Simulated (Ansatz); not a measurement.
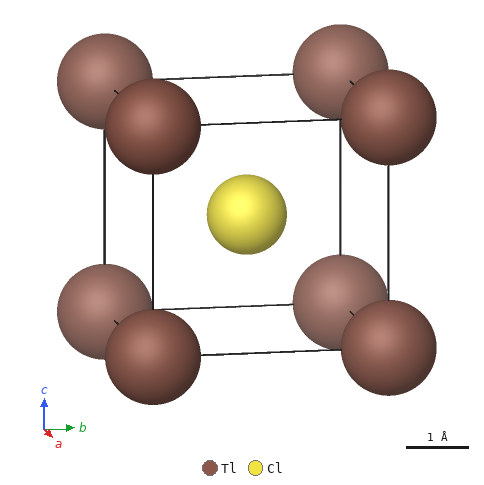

View slightly off an axis, drawn as a spheres-only model. The wireframe shows the unit cell.

TlCl, a = 3.934 Å, b = 3.934 Å, c = 3.839 Å, α = 90.00°, β = 90.00°, γ = 90.00°. Strictly the space group is P4/mmm (No. 123, within 0.01 Å). It is a distorted form of a primitive cubic structure, space group Pm-3m (No. 221) within 0.25 Å: caesium chloride (CsCl, B2) type. Origin of the cell: a structure type filled with these elements by a generator (whether the compound takes this form wasn't checked). The cell was then strained or its atoms displaced on purpose. It was the input of a calculation with Ansatz.

This one geometry was computed with Ansatz (DFT, plane waves, PAW) at three levels of theory: HSE06, r2SCAN and PBE. It was relaxed with r2SCAN and then strained.

Question: How does the band gap change with the level of theory?

Answer: PBE: a gap of 2.09 eV, indirect; r2SCAN: a gap of 2.51 eV, indirect; HSE06: a gap of 2.87 eV, indirect.

Question: Collect the results in a table.

Answer:
| level | cutoff (eV) | k-mesh of the run's cell | gap (eV) | pressure (GPa) |
| --- | --- | --- | --- | --- |
| HSE06 | 420 | 4×4×4 | 2.87 | -0.3 |
| r2SCAN | 500 | 6×6×6 | 2.51 | -1.2 |
| PBE | 420 | 6×6×6 | 2.09 | 0.0 |

Gaps are taken on the k-mesh or band path of each run.
